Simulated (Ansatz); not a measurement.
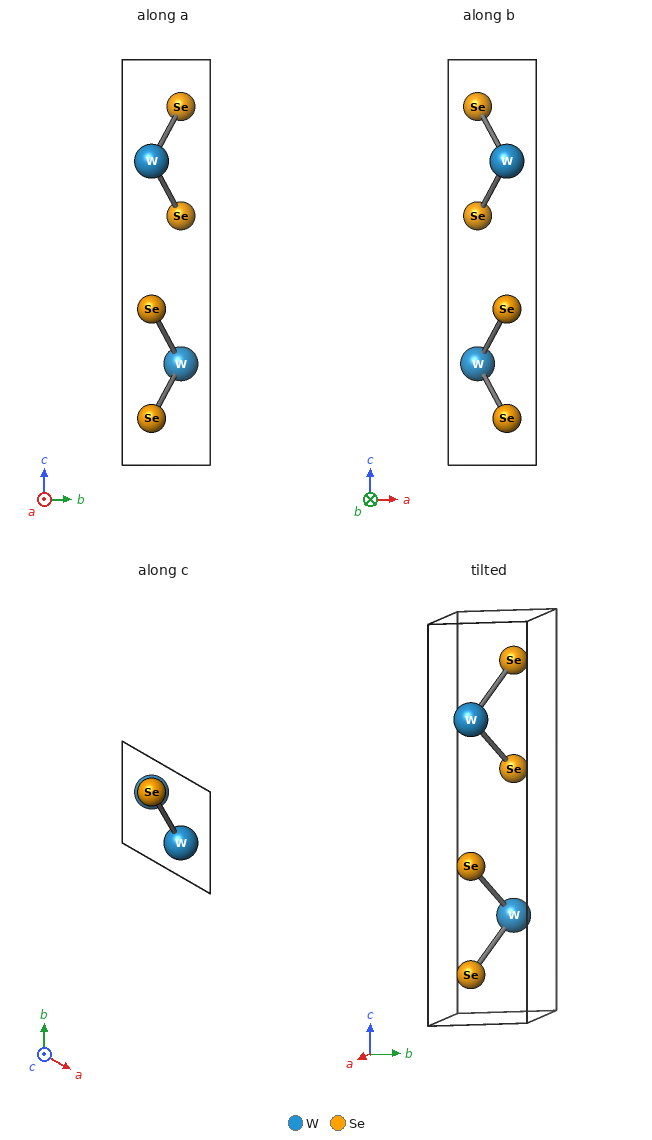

View along the a axis, along the b axis, along the c axis and slightly off an axis, drawn as a ball-and-stick model. One conventional unit cell is framed, with atoms on its boundary repeated.

Lattice parameters: a = 3.1677 Å, b = 3.1677 Å, c = 12.6228 Å, α = 90.000°, β = 90.000°, γ = 120.000°.

Q: From the views, write a CIF in P1 with every atom of the cell, with free fractional coordinates to two decimals.

A:
```cif
data_structure
_symmetry_space_group_name_H-M 'P 1'
_symmetry_Int_Tables_number 1
_cell_length_a 3.1677
_cell_length_b 3.1677
_cell_length_c 12.6228
_cell_angle_alpha 90.000
_cell_angle_beta 90.000
_cell_angle_gamma 120.000
_cell_volume 109.69
loop_
_atom_site_label
_atom_site_type_symbol
_atom_site_fract_x
_atom_site_fract_y
_atom_site_fract_z
_atom_site_occupancy
W1 W 0.3333 0.6667 0.25 1
W2 W 0.6667 0.3333 0.75 1
Se1 Se 0.6667 0.3333 0.38 1
Se2 Se 0.6667 0.3333 0.12 1
Se3 Se 0.3333 0.6667 0.88 1
Se4 Se 0.3333 0.6667 0.62 1
```

Starting structure: a structure type filled with these elements by a generator (whether the compound takes this form wasn't checked). The cell was then strained or its atoms displaced on purpose. It went into a calculation with Ansatz.
